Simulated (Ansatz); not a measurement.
## Electron scattering at the Σ9 (221) boundary in fcc Au with Ag (substitutional)

How much does the Σ9 (221) boundary in fcc Au with Ag (substitutional) reflect electrons?

Main program and level: Ansatz 0.2.0; Ansatz plane-wave DFT, PBE, PAW files; relaxation of a bicrystal slab with its lowest layers held; PAW set soft_1, in the first sound run; inputs show where later runs differ.

**1. Set-up**

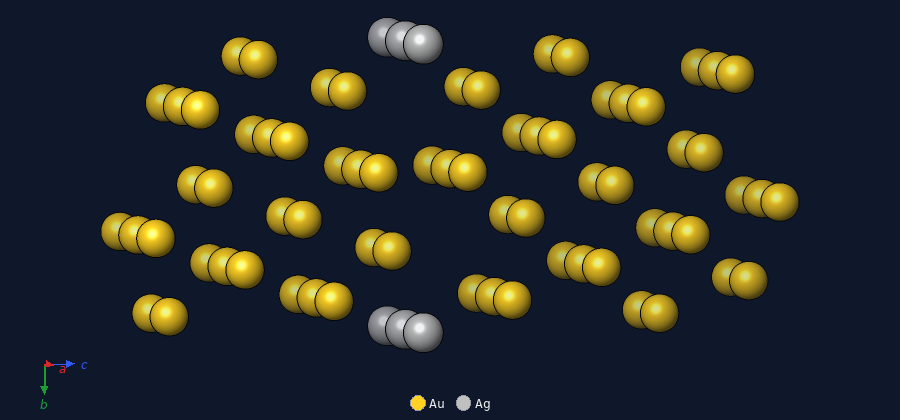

The cell as given, from the side, with the c axis across the page (gold yellow, silver light grey). 2×1×1 cells are drawn. Some periodic images of atoms are drawn too.

The cell holds 28 atoms: 27 Au and 1 Ag. Cell: a = 2.884 Å, b = 8.651 Å, c = 30.032 Å, α = 90.0°, β = 90.0°, γ = 90.0°. It derives from Au. built on the (2 2 1) plane; 2 overlapping atoms removed and the grains opened by 0 Å. Vacuum lies along c.

**2. Relaxing the bicrystal**

The boundary is built by mirroring the lower grain in the boundary plane and removing any atoms that overlap; then the Ag is put in at the boundary. A thin bicrystal slab is relaxed first, with the lowest layers held and the upper grain free to shift and open.

input.yaml

```yaml
crystal:
  lattice:
    - [2.8837582304, 0.0, 0.0]
    - [0.0, 8.6512746911, 0.0]
    - [0.0, 0.0, 30.0318333324]
  atoms:
    - { symbol: Au, position: [0.0, 0.6666666667, 0.1664900023] }
    - { symbol: Au, position: [0.5, 0.9444444445, 0.1891229307] }
    - { symbol: Au, position: [0.0, 0.2222222223, 0.2117558591] }
    - { symbol: Au, position: [0.5, 0.5, 0.2343887875] }
    - { symbol: Au, position: [0.0, 0.7777777778, 0.2570217158] }
    - { symbol: Au, position: [0.5, 0.0555555556, 0.2796546442] }
    - { symbol: Au, position: [0.0, 0.3333333334, 0.3022875726] }
    - { symbol: Au, position: [0.5, 0.6111111111, 0.324920501] }
    - { symbol: Au, position: [0.0, 0.8888888889, 0.3475534294] }
    - { symbol: Au, position: [0.5, 0.1666666667, 0.3701863578] }
    - { symbol: Au, position: [0.0, 0.4444444445, 0.3928192862] }
    - { symbol: Au, position: [0.5, 0.7222222222, 0.4154522146] }
    - { symbol: Ag, position: [0.0, 0.0, 0.438085143] }
    - { symbol: Au, position: [0.0, 0.4444444445, 0.4833509998] }
    - { symbol: Au, position: [0.5, 0.1666666667, 0.5059839282] }
    - { symbol: Au, position: [0.0, 0.8888888889, 0.5286168566] }
    - { symbol: Au, position: [0.5, 0.6111111111, 0.5512497849] }
    - { symbol: Au, position: [0.0, 0.3333333334, 0.5738827133] }
    - { symbol: Au, position: [0.5, 0.0555555556, 0.5965156417] }
    - { symbol: Au, position: [0.0, 0.7777777778, 0.6191485701] }
    - { symbol: Au, position: [0.5, 0.5, 0.6417814985] }
    - { symbol: Au, position: [0.0, 0.2222222223, 0.6644144269] }
    - { symbol: Au, position: [0.5, 0.9444444445, 0.6870473553] }
    - { symbol: Au, position: [0.0, 0.6666666667, 0.7096802837] }
    - { symbol: Au, position: [0.5, 0.3888888889, 0.7323132121] }
    - { symbol: Au, position: [1.0, 0.1111111112, 0.7549461405] }
    - { symbol: Au, position: [0.5, 0.8333333334, 0.7775790689] }
    - { symbol: Au, position: [0.0, 0.5555555556, 0.8002119973] }
kpoints:
  mp_grid: { grid: [8, 3, 1] }
hamiltonian:
  xc: pbe
  pseudopotentials: { kind: paw, azcp: { folder: soft_1 } }
scf:
  occupations: { method: fermi_dirac, width: 0.1 }
relax:
  f_tol: 0.03
  max_steps: 80
  constraints: [{ sites: [0, 1, 2, 3, 4] }]
```

On the command line:

```bash
$ ansatz run input.yaml --threads 4 --pin off --max-ram 15360MiB --backend cpu --events-out ev --progress --plain --runs-dir out
```

Numbers of over 12 decimals in the logs are rounded to 6 here.

Log:

```text
Engine: ansatz 0.2.0, aarch64-unknown-linux-gnu
Pseudopotentials: kind: paw
Pseudopotential: Au, paw, valence charge 19, recommended cutoff 420 eV (normal), soft_1/Au.paw.azcp
Pseudopotential: Ag, paw, valence charge 19, recommended cutoff 420 eV (normal), soft_1/Ag.paw.azcp
Functional definition: PBE
  parameter kappa = 0.804
  parameter beta = 0.066725
  exchange = pbe_x(kappa = kappa, mu = beta*pi^2/3)
  correlation = pbe_c(beta = beta)
Crystal: 28 atoms, lattice volume = 749.240 Å³
Basis set: ecut = 420 eV, 14629 PW (Γ), exchange–correlation on 40×120×432 points (8 copies of the dense FFT grid, shifted against one another)
Bands: 320, of which v1, the nominal top of the filled ones, is band 266 counted from 1 (265 counted from 0)
Symmetry: 2 space group operations
Space group: Pm (ITA 6), of the structure as read, at distance tolerance 9.1e-5 Å
k-points: 10 of 24 (time reversal used)
Non-local potential: Au, projectors of the file, l = 0: 3, l = 1: 2, l = 2: 2, l = 3: 1
Non-local potential: Ag, projectors of the file, l = 0: 3, l = 1: 2, l = 2: 2, l = 3: 1
PAW form: soft (Blöchl's): semilocal exchange-correlation on the pseudo side does not see the compensation charge
PAW one-centre angular grid: Au, 590 points (default); XC on 64 Gauss nodes
PAW one-centre angular grid: Ag, 590 points (default); XC on 64 Gauss nodes
Initial density: superposition of atomic densities (neutral atoms: chi_scale 0, normalization atom)
Initial wavefunctions: pseudopotential atomic-orbital guess
Functional: x = pbe(κ = 0.804, μ = 0.219515), c = pbe(β = 0.066725)
SCF iter   1: F=—  HF=-362676.615919 eV  |F-HF|=—  |Δ(HF+E_count)|=         —  Δρ=5.39e-2  dr2=2.74e1  ethr=3.10e-3  ⟨swp⟩=6.0  Hψ=11919  notcnv=0  defer=132
preconditioner: auto → LDOS  [metal: Δε(μ)=0.034 eV  Ē_g=9.126 eV  σ=0.100 eV  W_gap=0.08  n_scr=208 (ndim 8)  ℏωp=23.8 eV  f_vac=0.319  D(μ)=10.94/eV (n_scr^D=54)  β→1.0]
SCF iter   2: F=—  HF=-362676.277012 eV  |F-HF|=—  |Δ(HF+E_count)|=   3.39e-1  Δρ=5.51e-2  dr2=2.13e1  ethr=3.10e-3  ⟨swp⟩=3.0  Hψ=6386  notcnv=0  defer=351
SCF iter   3: F=—  HF=-362669.692445 eV  |F-HF|=—  |Δ(HF+E_count)|=    6.58e0  Δρ=5.95e-3  dr2=3.12e-1  ethr=3.10e-3  ⟨swp⟩=2.1  Hψ=5513  notcnv=0  defer=352
SCF iter   4: F=—  HF=-362669.622729 eV  |F-HF|=—  |Δ(HF+E_count)|=   6.97e-2  Δρ=2.05e-3  dr2=4.67e-2  ethr=5.86e-5  ⟨swp⟩=2.6  Hψ=6198  notcnv=0  defer=355
SCF iter   5: F=—  HF=-362669.613942 eV  |F-HF|=—  |Δ(HF+E_count)|=   8.79e-3  Δρ=6.06e-4  dr2=1.90e-3  ethr=8.78e-6  ⟨swp⟩=2.6  Hψ=5335  notcnv=0  defer=355
SCF iter   6: F=—  HF=-362669.614903 eV  |F-HF|=—  |Δ(HF+E_count)|=   9.60e-4  Δρ=1.63e-4  dr2=3.48e-4  ethr=3.58e-7  ⟨swp⟩=3.0  Hψ=5959  notcnv=0  defer=355
SCF iter   7: F=—  HF=-362669.614902 eV  |F-HF|=—  |Δ(HF+E_count)|=   3.20e-7  Δρ=5.60e-5  dr2=2.80e-5  ethr=6.53e-8  ⟨swp⟩=2.0  Hψ=4654  notcnv=0  defer=355
SCF iter   8: F=-362669.614899 eV  HF=-362669.614900 eV  |F-HF|=3.26e-7  |Δ(HF+E_count)|=   2.55e-6  Δρ=1.64e-5  dr2=2.51e-6  ethr=4.23e-9  ⟨swp⟩=4.0  Hψ=9856  notcnv=0
SCF 1 converged in 8 iterations: F = -362669.614899 eV  dr2 = 2.51e-6
  greatest PAW one-centre occupation: 1.001 electrons in one spin orbital (limit 2), on the Ag atom at site 12 (counted from 0), in its partial waves of l = 0
relax step   1: F+E_penalty+E_count = -362669.61489946 eV  Δ(F+E_penalty+E_count) = +0.000e0 eV  max|allowed force component| = 6.776e-1 eV/Å  Δτ_max = 0.0000 Å  (8 SCF iters, dr2 threshold 2.25e-5 eV, accepted)
Initial density: handed on by an earlier stage of this run
Initial wavefunctions: those handed on with the density
iter 1 solved again at ethr=6.20e-5 eV; its pass at ethr=3.10e-3 eV (dr2=3.30e-1 eV) is discarded
SCF iter   1: F=—  HF=-362670.081806 eV  |F-HF|=—  |Δ(HF+E_count)|=         —  Δρ=5.57e-3  dr2=3.04e-1  ethr=6.20e-5  ⟨swp⟩=2.0  Hψ=12349  notcnv=0  defer=354
preconditioner: auto → LDOS  [metal: Δε(μ)=0.006 eV  Ē_g=9.523 eV  σ=0.100 eV  W_gap=0.02  n_scr=208 (ndim 8)  ℏωp=23.8 eV  f_vac=0.312  D(μ)=10.58/eV (n_scr^D=54)  β→1.0]
SCF iter   2: F=—  HF=-362670.097148 eV  |F-HF|=—  |Δ(HF+E_count)|=   1.53e-2  Δρ=3.75e-3  dr2=3.24e-1  ethr=5.71e-5  ⟨swp⟩=2.2  Hψ=5274  notcnv=0  defer=354
SCF iter   3: F=—  HF=-362670.027775 eV  |F-HF|=—  |Δ(HF+E_count)|=   6.94e-2  Δρ=7.60e-4  dr2=6.62e-3  ethr=5.71e-5  ⟨swp⟩=2.0  Hψ=4820  notcnv=0  defer=354
SCF iter   4: F=—  HF=-362670.026884 eV  |F-HF|=—  |Δ(HF+E_count)|=   8.91e-4  Δρ=2.54e-4  dr2=1.01e-3  ethr=1.24e-6  ⟨swp⟩=2.7  Hψ=5506  notcnv=0  defer=354
SCF iter   5: F=—  HF=-362670.026677 eV  |F-HF|=—  |Δ(HF+E_count)|=   2.08e-4  Δρ=6.19e-5  dr2=5.12e-5  ethr=1.90e-7  ⟨swp⟩=2.7  Hψ=4824  notcnv=0  defer=354
SCF iter   6: F=-362670.026669 eV  HF=-362670.026671 eV  |F-HF|=1.80e-6  |Δ(HF+E_count)|=   6.01e-6  Δρ=1.78e-5  dr2=4.70e-6  ethr=5.39e-9  ⟨swp⟩=4.5  Hψ=10284  notcnv=0
SCF 2 converged in 6 iterations: F = -362670.026669 eV  dr2 = 4.70e-6
relax step   2: F+E_penalty+E_count = -362670.02666872 eV  Δ(F+E_penalty+E_count) = -4.118e-1 eV  max|allowed force component| = 3.847e-1 eV/Å  Δτ_max = 0.1949 Å  (6 SCF iters, dr2 threshold 2.87e-5 eV, accepted)
SCF iter   1: F=—  HF=-362670.345697 eV  |F-HF|=—  |Δ(HF+E_count)|=         —  Δρ=7.74e-3  dr2=4.30e-1  ethr=9.57e-4  ⟨swp⟩=6.0  Hψ=8454  notcnv=0  defer=352
preconditioner: auto → LDOS  [metal: Δε(μ)=0.013 eV  Ē_g=9.479 eV  σ=0.100 eV  W_gap=0.03  n_scr=208 (ndim 8)  ℏωp=23.8 eV  f_vac=0.309  D(μ)=10.41/eV (n_scr^D=54)  β→1.0]
SCF iter   2: F=—  HF=-362670.310893 eV  |F-HF|=—  |Δ(HF+E_count)|=   3.48e-2  Δρ=4.99e-3  dr2=3.27e-1  ethr=8.09e-5  ⟨swp⟩=2.5  Hψ=6313  notcnv=0  defer=353
SCF iter   3: F=—  HF=-362670.218255 eV  |F-HF|=—  |Δ(HF+E_count)|=   9.26e-2  Δρ=8.55e-4  dr2=7.47e-3  ethr=6.15e-5  ⟨swp⟩=2.1  Hψ=4887  notcnv=0  defer=353
SCF iter   4: F=—  HF=-362670.216477 eV  |F-HF|=—  |Δ(HF+E_count)|=   1.78e-3  Δρ=3.29e-4  dr2=1.79e-3  ethr=1.40e-6  ⟨swp⟩=3.0  Hψ=6291  notcnv=0  defer=353
SCF iter   5: F=—  HF=-362670.216144 eV  |F-HF|=—  |Δ(HF+E_count)|=   3.32e-4  Δρ=1.13e-4  dr2=1.63e-4  ethr=3.36e-7  ⟨swp⟩=2.1  Hψ=4376  notcnv=0  defer=353
SCF iter   6: F=—  HF=-362670.216111 eV  |F-HF|=—  |Δ(HF+E_count)|=   3.31e-5  Δρ=2.82e-5  dr2=1.40e-5  ethr=3.07e-8  ⟨swp⟩=2.1  Hψ=4632  notcnv=0  defer=353
SCF iter   7: F=-362670.216110 eV  HF=-362670.216110 eV  |F-HF|=3.93e-8  |Δ(HF+E_count)|=   1.65e-6  Δρ=7.94e-6  dr2=4.60e-7  ethr=1.74e-9  ⟨swp⟩=4.8  Hψ=10029  notcnv=0
SCF 3 converged in 7 iterations: F = -362670.216110 eV  dr2 = 4.60e-7
relax step   3: F+E_penalty+E_count = -362670.21610968 eV  Δ(F+E_penalty+E_count) = -1.894e-1 eV  max|allowed force component| = 2.054e-1 eV/Å  Δτ_max = 0.2000 Å  (7 SCF iters, dr2 threshold 9.25e-6 eV, accepted)
[... from here on, the SCF cycles and remarks between the steps are left out ...]
relax step   4: F+E_penalty+E_count = -362670.31920748 eV  Δ(F+E_penalty+E_count) = -1.031e-1 eV  max|allowed force component| = 6.436e-2 eV/Å  Δτ_max = 0.2000 Å  (7 SCF iters, dr2 threshold 1.20e-5 eV, accepted)
relax step   5: F+E_penalty+E_count = -362670.36620147 eV  Δ(F+E_penalty+E_count) = -4.699e-2 eV  max|allowed force component| = 5.165e-2 eV/Å  Δτ_max = 0.2000 Å  (8 SCF iters, accepted)
relax step   6: F+E_penalty+E_count = -362670.39232783 eV  Δ(F+E_penalty+E_count) = -2.613e-2 eV  max|allowed force component| = 5.570e-2 eV/Å  Δτ_max = 0.1949 Å  (8 SCF iters, accepted)
relax step   7: F+E_penalty+E_count = -362670.40263358 eV  Δ(F+E_penalty+E_count) = -1.031e-2 eV  max|allowed force component| = 3.167e-2 eV/Å  Δτ_max = 0.1595 Å  (7 SCF iters, dr2 threshold 2.00e-6 eV, accepted)
relax step   8: F+E_penalty+E_count = -362670.40794312 eV  Δ(F+E_penalty+E_count) = -5.310e-3 eV  max|allowed force component| = 4.088e-2 eV/Å  Δτ_max = 0.0982 Å  (8 SCF iters, accepted)
relax step   9: F+E_penalty+E_count = -362670.41515120 eV  Δ(F+E_penalty+E_count) = -7.208e-3 eV  max|allowed force component| = 4.628e-2 eV/Å  Δτ_max = 0.1941 Å  (8 SCF iters, accepted)
relax step  10: F+E_penalty+E_count = -362670.41493670 eV  Δ(F+E_penalty+E_count) = +2.145e-4 eV  max|allowed force component| = 9.520e-2 eV/Å  Δτ_max = 0.1112 Å  (7 SCF iters, dr2 threshold 2.14e-6 eV, rejected (line search))
relax step  11: F+E_penalty+E_count = -362670.41677086 eV  Δ(F+E_penalty+E_count) = -1.620e-3 eV  max|allowed force component| = 1.420e-2 eV/Å  Δτ_max = 0.0542 Å  (8 SCF iters, accepted)
SCF iter   1: F=—  HF=-362670.420773 eV  |F-HF|=—  |Δ(HF+E_count)|=         —  Δρ=1.38e-3  dr2=1.23e-2  ethr=2.52e-5  ⟨swp⟩=3.0  Hψ=6047  notcnv=0  defer=353
preconditioner: auto → LDOS  [metal: Δε(μ)=0.026 eV  Ē_g=9.339 eV  σ=0.100 eV  W_gap=0.06  n_scr=208 (ndim 8)  ℏωp=23.8 eV  f_vac=0.293  D(μ)=9.59/eV (n_scr^D=50)  β→1.0]
SCF iter   2: F=—  HF=-362670.418935 eV  |F-HF|=—  |Δ(HF+E_count)|=   1.84e-3  Δρ=7.45e-4  dr2=7.10e-3  ethr=2.32e-6  ⟨swp⟩=2.7  Hψ=6306  notcnv=0  defer=353
SCF iter   3: F=—  HF=-362670.416985 eV  |F-HF|=—  |Δ(HF+E_count)|=   1.95e-3  Δρ=1.51e-4  dr2=4.63e-4  ethr=1.33e-6  ⟨swp⟩=2.0  Hψ=5153  notcnv=0  defer=353
SCF iter   4: F=—  HF=-362670.416926 eV  |F-HF|=—  |Δ(HF+E_count)|=   5.89e-5  Δρ=5.04e-5  dr2=6.47e-5  ethr=8.69e-8  ⟨swp⟩=3.0  Hψ=5964  notcnv=0  defer=353
SCF iter   5: F=—  HF=-362670.416927 eV  |F-HF|=—  |Δ(HF+E_count)|=   1.36e-6  Δρ=1.88e-5  dr2=3.88e-6  ethr=1.22e-8  ⟨swp⟩=2.0  Hψ=4539  notcnv=0  defer=353
SCF iter   6: F=—  HF=-362670.416926 eV  |F-HF|=—  |Δ(HF+E_count)|=   9.56e-7  Δρ=4.03e-6  dr2=1.81e-7  ethr=7.28e-10  ⟨swp⟩=2.3  Hψ=4853  notcnv=0  defer=353
SCF iter   7: F=-362670.416926 eV  HF=-362670.416926 eV  |F-HF|=1.83e-8  |Δ(HF+E_count)|=   3.39e-8  Δρ=1.39e-6  dr2=3.37e-8  ethr=1.88e-11  ⟨swp⟩=5.0  Hψ=11257  notcnv=0
SCF 12 converged in 7 iterations: F = -362670.416926 eV  dr2 = 3.37e-8
relax step  12: F+E_penalty+E_count = -362670.41692604 eV  Δ(F+E_penalty+E_count) = -1.552e-4 eV  max|allowed force component| = 1.297e-2 eV/Å  Δτ_max = 0.0368 Å  (7 SCF iters, accepted)
SCF converged after 7 iterations
Free energy (F): -362670.416926 eV
Harris-Foulkes:  -362670.416926 eV  (|F-HF|=1.83e-8)
Internal energy: -362670.108519 eV  (E = F + TS)
E sigma→0 (E₀):  -362670.262723 eV
Entropy (-TS):   -0.308407 eV (-11.015 meV/atom)
Fermi energy:    11.074713 eV
--- Per-component energies (eV) ---
  E_band       = -10675.332120
  E_kinetic    = 16053.636352
  E_local      = -539519.766854  (includes V_loc(G=0)·N_el)
  E_nonlocal   = 2679.590325
  E_hartree    = 264277.350567
  E_xc         = -5957.192819
  E_vxc        = -7239.762576  (∫ρ·V_xc dr)
  E_paw        = -266711.725352  (= ΣΔE_a)
  E_vpaw       = -11203.796860  (= ΣTr[D̂ρ^β])
  E_aug_tail   = 0.045102  (compensation charges beyond the density's cutoff)
  E_ewald      = 166507.954159
  E_smearing   = -0.308407  (= −TS)
  E_closure    = -0.000000  (closes the sum)
  Σ components = -362670.416926   (vs F -362670.416926, Δ=0.00e0)
--- Forces (eV/Å), atoms counted from 1 ---
  atom   1  Au     0.00000000     0.11247286    -0.02757367
  atom   2  Au     0.00000000     0.36614747    -0.29687526
  atom   3  Au    -0.00000000    -0.17058481     0.00480932
  atom   4  Au    -0.00000000    -0.45121091    -0.26829159
  atom   5  Au     0.00000000     0.14640013     0.57786463
  atom   6  Au     0.00000000     0.00304662     0.00349229
  atom   7  Au    -0.00000000    -0.00371831     0.00764007
  atom   8  Au    -0.00000000    -0.00517384     0.00169949
  atom   9  Au     0.00000000     0.00757622     0.00426813
  atom  10  Au     0.00000000     0.00005254    -0.00171072
  atom  11  Au    -0.00000000    -0.01017705    -0.00865903
  atom  12  Au     0.00000000     0.00907068     0.00061918
  atom  13  Ag    -0.00000000    -0.00231103    -0.00449908
  atom  14  Au    -0.00000000    -0.00065389     0.01297103
  atom  15  Au     0.00000000     0.00457437    -0.00374247
  atom  16  Au    -0.00000000    -0.00974485    -0.00285019
  atom  17  Au     0.00000000    -0.00387186     0.00108793
  atom  18  Au     0.00000000     0.01065716    -0.00265868
  atom  19  Au    -0.00000000     0.00263531     0.00443004
  atom  20  Au    -0.00000000    -0.00779745     0.00000031
  atom  21  Au     0.00000000     0.00268495    -0.01028452
  atom  22  Au    -0.00000000    -0.00185415    -0.00431373
  atom  23  Au    -0.00000000    -0.00299947     0.00147285
  atom  24  Au     0.00000000     0.00640928    -0.00411417
  atom  25  Au    -0.00000000    -0.00243534     0.00500514
  atom  26  Au    -0.00000000    -0.00337900     0.00462891
  atom  27  Au     0.00000000     0.00208007     0.00119742
  atom  28  Au     0.00000000     0.00192241     0.00442903
  max |Σ_I F_I| component: 1.82e-4 eV/Å
--- Relaxed structure (12 steps of the walk, 11 accepted, 0 SCFs on fresh bases) ---
  F+E_penalty+E_count = -362670.41692604 eV   max|allowed force component| = 1.297e-2 eV/Å
  atoms:
    - { symbol: Au, position: [0.0, 0.666667, 0.1664900023] }
    - { symbol: Au, position: [0.5, 0.944444, 0.189123] }
    - { symbol: Au, position: [0.0, 0.222222, 0.211756] }
    - { symbol: Au, position: [0.5, 0.500000, 0.2343887875] }
    - { symbol: Au, position: [0.0, 0.777778, 0.257022] }
    - { symbol: Au, position: [0.5, 0.054881, 0.285770] }
    - { symbol: Au, position: [3.086273591003114e-18, 0.342600, 0.306785] }
    - { symbol: Au, position: [0.5, 0.627233, 0.328861] }
    - { symbol: Au, position: [3.800053118742891e-18, 0.900298, 0.358655] }
    - { symbol: Au, position: [0.5, 0.182922, 0.379578] }
    - { symbol: Au, position: [4.593736640069641e-18, 0.458237, 0.399919] }
    - { symbol: Au, position: [0.5, 0.736936, 0.429564] }
    - { symbol: Ag, position: [7.980267207384165e-18, 0.023960, 0.450200] }
    - { symbol: Au, position: [3.042899712880105e-17, 0.535804, 0.489882] }
    - { symbol: Au, position: [0.5, 0.247045, 0.505725] }
    - { symbol: Au, position: [3.24553872419084e-17, 0.986333, 0.542531] }
    - { symbol: Au, position: [0.5, 0.704315, 0.558960] }
    - { symbol: Au, position: [2.635677629713364e-17, 0.412467, 0.579224] }
    - { symbol: Au, position: [0.5, 0.148355, 0.614623] }
    - { symbol: Au, position: [2.673223575074763e-17, 0.858039, 0.632899] }
    - { symbol: Au, position: [0.5, 0.564673, 0.651449] }
    - { symbol: Au, position: [2.595933754131767e-17, 0.300163, 0.685865] }
    - { symbol: Au, position: [0.5, 1.011020, 0.706909] }
    - { symbol: Au, position: [1.9241087715305897e-17, 0.724436, 0.721943] }
    - { symbol: Au, position: [0.5, 0.454283, 0.758790] }
    - { symbol: Au, position: [1.0, 0.183171, 0.780125] }
    - { symbol: Au, position: [0.5, 0.927068, 0.807725] }
    - { symbol: Au, position: [3.3104414247431415e-17, 0.654948, 0.816014] }
```

Elapsed: 17 min, on 4 threads of Arm Neoverse V1, shared host; peak memory 4.8 GiB.

(Part 1 of 2 ends here.)

[Logs are printed without paths, hosts, clocks, repeated set-up lines and the standing remarks that a program may print on its own settings, such as how far it seeks lower states.]

[Hosts, paths, dates, database ids (printed as entryN), source tags and the programs' standing remarks are cut or masked in the printed files.]
